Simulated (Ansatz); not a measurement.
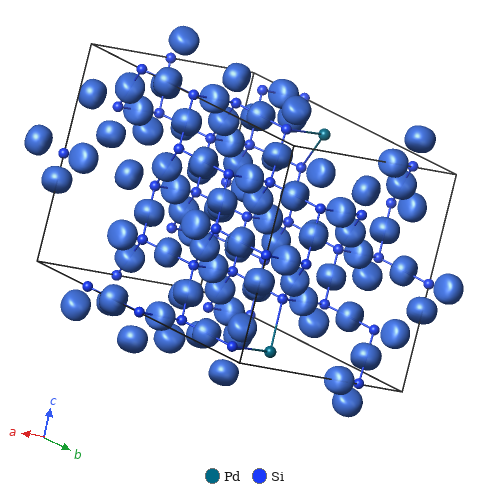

The picture shows: Si$_{31}$Pd (cell with a defect). Isosurface of the ELF at 0.85 (blue), seen at an oblique angle. Core shells and regions of very low density are left out. Sticks mark near contacts.

Level of theory: DFT PBE, scalar-relativistic, plane waves, PAW (Ansatz).

Core electrons are frozen (PAW), and the valence fields are smoothed inside the atomic spheres.

What do the ELF domains correspond to?

Answer. The ELF exceeds this value in 60 regions between bonded Si–Si atoms, counted in one cell of 32 atoms. Regions shared between cells count once. Along the contacts the grid gives the following. Si–Si (2.34 Å): the ELF peaks at about 0.95 between the atoms. Si–Pd (2.37 Å): the ELF peaks at about 0.80 in the valence shell of Si, 0.8 Å from its nucleus, and is about 0.50 at the midpoint.
